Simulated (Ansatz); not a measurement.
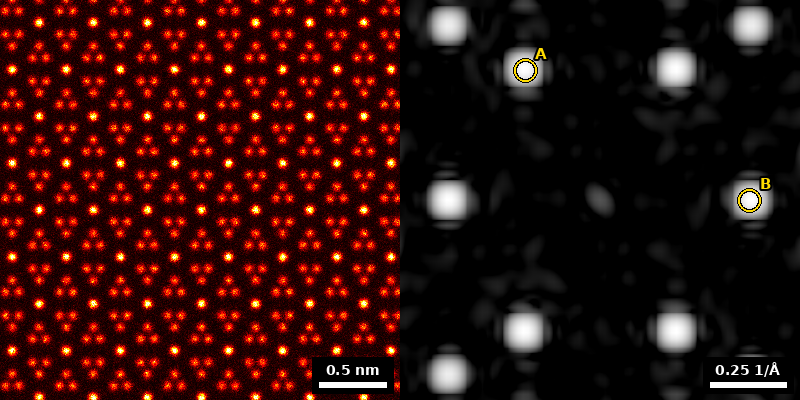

Dark-field STEM-like image of a crystal. The image is simulated as a sum over atoms of Z^1.7, blurred by a 0.51 Å probe (no channelling). The probe carries 15 % of its weight in a tail 2.5 times as wide. Shot noise was added.

The right panel is the modulus of the image's Fourier transform on a logarithmic scale.

Which lattice spacings do the marked spots stand for, and what angle do A and B enclose?

A: 2.0 Å, B: 2.0 Å; A and B enclose about 120°.

The crystal is Re (Pm-3n, No. 223) along [111]; the spots are (-1 2 -1) and (2 -1 -1). Structure used: the input geometry of an electronic-structure calculation (not necessarily at equilibrium); the starting structure was generated, so it need not be a known form of this composition.
